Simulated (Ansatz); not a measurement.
## Pb: 6 runs along one coordinate

System: Pb (P6/mmm, 3 atoms in the cell).
Method: DFT, PBEsol, plane waves (420 eV) with PAW, scalar-relativistic, no spin polarisation (Ansatz 0.2.0).

The 6 runs differ only in the geometry, by an even scaling of the cell at fixed fractional positions.

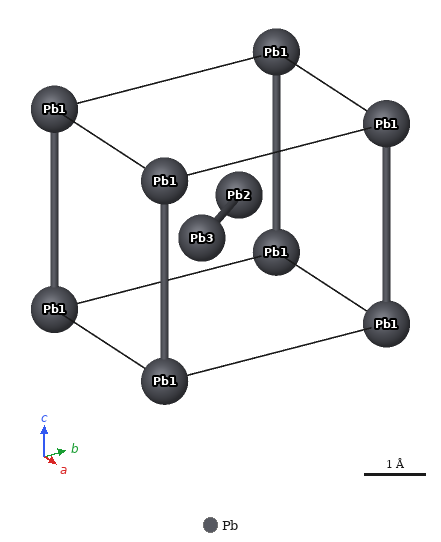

Figure 1. The structure of run 4 (ball-and-stick view of the cell of the calculation, seen slightly off an axis; atoms are numbered from 1 in the order of the input).

### Input of run 4
```yaml
crystal:
  lattice:
    - [5.6348984998, 0.0, 0.0]
    - [-2.8174492499, 4.8799652486, 0.0]
    - [0.0, 0.0, 3.4231505334]
  atoms:
    - { symbol: Pb, position: [1.0, 1.0, 0.0] }
    - { symbol: Pb, position: [0.3333333333, 0.6666666667, 0.5] }
    - { symbol: Pb, position: [0.6666666667, 0.3333333333, 0.5] }
hamiltonian:
  xc: pbesol
  pseudopotentials:
    kind: paw
    azcp:
      Pb: "pseudopotentials/Pb.paw.azcp"
basis:
  ecutwfc: 420
  fft_grid_basis: typed
kpoints:
  mp_grid: { grid: [8, 8, 11], shift: [0, 0, 0] }
magnetization:
  spin_polarized: false
scf:
  occupations: { method: fermi_dirac, width: 0.1 }
  lower_state_search: "off"
output:
  stress: true
```

Lattice vectors (Å) and fractional positions of run 4:
```
   5.634898    0.000000    0.000000
  -2.817449    4.879965    0.000000
   0.000000    0.000000    3.423151
Pb  1.000000  1.000000  0.000000
Pb  0.333333  0.666667  0.500000
Pb  0.666667  0.333333  0.500000
```

Run 2 differs from it as follows:
```diff
-    - [5.6348984998, 0.0, 0.0]
-    - [-2.8174492499, 4.8799652486, 0.0]
-    - [0.0, 0.0, 3.4231505334]
+    - [5.4092567242, 0.0, 0.0]
+    - [-2.7046283621, 4.6845537387, 0.0]
+    - [0.0, 0.0, 3.2860751692]
```

### Results, with one run withheld

| run | volume per atom (Å³) | free energy per atom, from the lowest run given (meV) | pressure (GPa) |
| --- | --- | --- | --- |
| 1 | 26.550 | 84.58 | 8.34 |
| 2 | 27.756 | ? | ? |
| 3 | 30.170 | 0.00 | 0.10 |
| 4 | 31.377 | 5.87 | −1.59 |
| 5 | 32.584 | 23.13 | −2.94 |
| 6 | 33.790 | 49.43 | −4.00 |

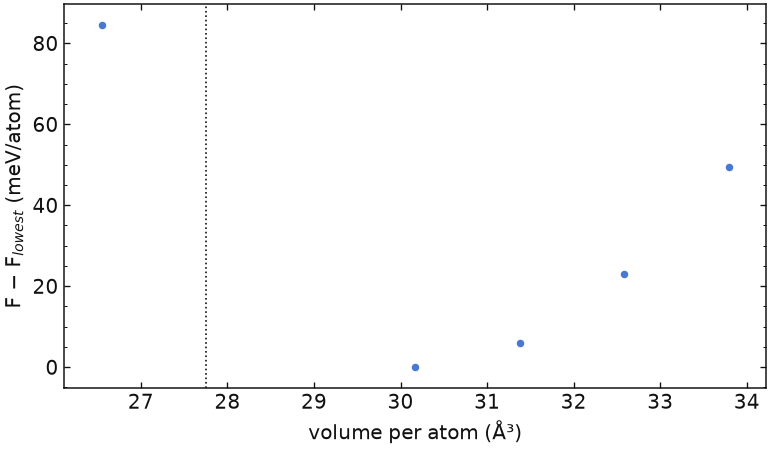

Figure 2. Free energy per atom of the runs given; the dotted line marks run 2.

Estimate the energy of run 2 from the others.

A cubic polynomial in V^(−2/3) (the Birch–Murnaghan form), fitted to the 5 runs given, misses them by under 0.01 meV per atom. With x = V^(−2/3) − 0.10195 Å⁻², it reads F = 1.0853 − 2028.3 x + 9.2762e+05 x² + 3.5704e+06 x³ (meV per atom). At run 2 it gives 35.13 meV per atom, and the run itself gives 35.10. The slope of the fit gives a pressure −dF/dV of 4.93 GPa there, and the run prints 4.93 GPa. The fit has its minimum at 30.235 Å³ per atom, where V d²F/dV² gives 47 GPa. Cell shape and fractional positions are held, so this is the stiffness under even scaling; the relaxed bulk modulus wasn't computed.

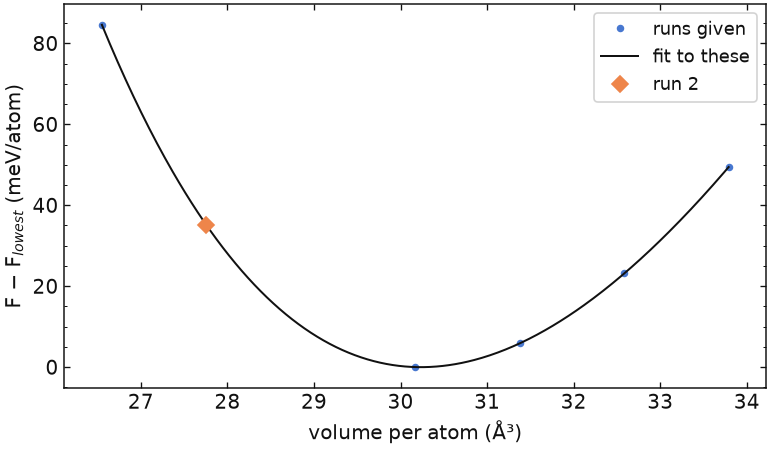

Figure 3. The fit and the withheld run.

### Output, shortened to warnings, some set-up lines, iterations and results (run 2)
```
Warning: [file] the record states the generating functional pbe (its physics header spells it `PBE`), which answers neither for hamiltonian.xc's functional nor for the pbesol family's — results may be inconsistent (PPs are generated against a specific XC)
Basis set: ecut = 420 eV, 1637 PW (Γ)
Symmetry: 24 space group operations
k-points: 60 of 704
Initial density: superposition of atomic densities (neutral atoms: chi_scale 0, normalization atom), corrected by the library's trained network
[...]
SCF iter   1: F=—  HF=-35264.629590 eV  |F-HF|=—  |Δ(HF+E_count)|=         —  Δρ=2.38e-3  dr2=4.51e-3  ethr=1.77e-3  ⟨swp⟩=9.7  Hψ=17367  notcnv=0  defer=25
SCF iter   2: F=—  HF=-35264.625841 eV  |F-HF|=—  |Δ(HF+E_count)|=   3.75e-3  Δρ=1.57e-3  dr2=2.00e-3  ethr=1.07e-5  ⟨swp⟩=2.5  Hψ=3312  notcnv=0  defer=26
SCF iter   3: F=—  HF=-35264.625182 eV  |F-HF|=—  |Δ(HF+E_count)|=   6.58e-4  Δρ=7.17e-4  dr2=2.73e-4  ethr=4.77e-6  ⟨swp⟩=2.0  Hψ=2930  notcnv=0  defer=26
SCF iter   4: F=—  HF=-35264.625105 eV  |F-HF|=—  |Δ(HF+E_count)|=   7.73e-5  Δρ=1.34e-4  dr2=1.37e-5  ethr=6.51e-7  ⟨swp⟩=2.0  Hψ=2760  notcnv=0  defer=26
SCF iter   5: F=—  HF=-35264.625101 eV  |F-HF|=—  |Δ(HF+E_count)|=   3.77e-6  Δρ=2.68e-5  dr2=9.28e-7  ethr=3.26e-8  ⟨swp⟩=2.8  Hψ=2563  notcnv=0  defer=26
SCF iter   6: F=-35264.625101 eV  HF=-35264.625101 eV  |F-HF|=4.18e-8  |Δ(HF+E_count)|=   2.95e-7  Δρ=7.54e-6  dr2=7.75e-8  ethr=2.38e-10  ⟨swp⟩=3.1  Hψ=6858  notcnv=0
SCF 1 converged in 6 iterations: F = -35264.625101 eV  dr2 = 7.75e-8
SCF converged after 6 iterations
Free energy (F): -35264.625101 eV
Harris-Foulkes:  -35264.625101 eV  (|F-HF|=4.18e-8)
Internal energy: -35264.586666 eV  (E = F + TS)
E sigma→0 (E₀):  -35264.605883 eV
Entropy (-TS):   -0.038435 eV (-12.812 meV/atom)
Fermi energy:    12.114143 eV
--- Per-component energies (eV) ---
  E_band       = -62.768335
  E_kinetic    = 872.440295
  E_local      = -2885.144492  (includes V_loc(G=0)·N_el)
  E_nonlocal   = 1055.148598
  E_hartree    = 1151.934904
  E_xc         = -659.275893
  E_vxc        = -401.262528  (∫ρ·V_xc dr)
  E_paw        = -30767.912271  (= ΣΔE_a)
  E_vpaw       = -1007.812375  (= ΣTr[D̂ρ^β])
  E_aug_tail   = 0.000144  (compensation charges beyond the density's cutoff)
  E_ewald      = -4031.964300
  E_core_change = 0.186350  (= ΣΔE_core)
  E_smearing   = -0.038435  (= −TS)
  E_closure    = -0.000000  (closes the sum)
  Σ components = -35264.625101   (vs F -35264.625101, Δ=0.00e0)
--- Stress (GPa, compression-positive) ---
        5.520683       0.000000      -0.000000
        0.000000       5.520683       0.000000
       -0.000000       0.000000       3.754346
  P = ⅓ Tr σ = 4.9319 GPa (49.319 kbar)
```

The program warns: the PAW datasets were made with another functional. Spin–orbit coupling is left out, which matters for Pb.
